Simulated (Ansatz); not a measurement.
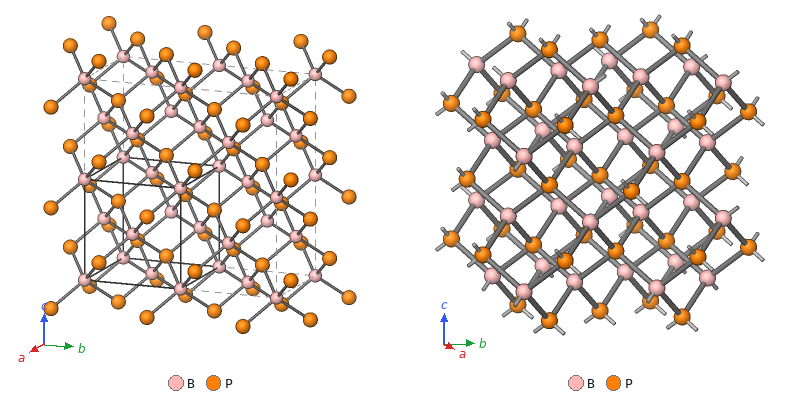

Left: the structure. Right: its underlying net. Nodes are coloured by element. Edges to nodes outside the piece are drawn as stubs.

The compound is BP (space group F-43m, No. 216), taken as the end point of a relaxation with Ansatz, DFT PBE, scalar-relativistic, plane waves, PAW.

Bonds are taken as B–P below 2.2 Å; no other contact counts. The graph is simplified in the usual way: terminal and isolated atoms are pruned, two-connected atoms become edges.

The result is a uninodal 4-connected, three-periodic net: B and P are 4-connected nodes. It is the dia net, known from diamond, zinc blende and cristobalite. It is a single net, without interpenetration.

| node | links | point symbol | coordination sequence |
| --- | --- | --- | --- |
| B and P | 4 | 6⁶ | 4 12 24 42 64 |
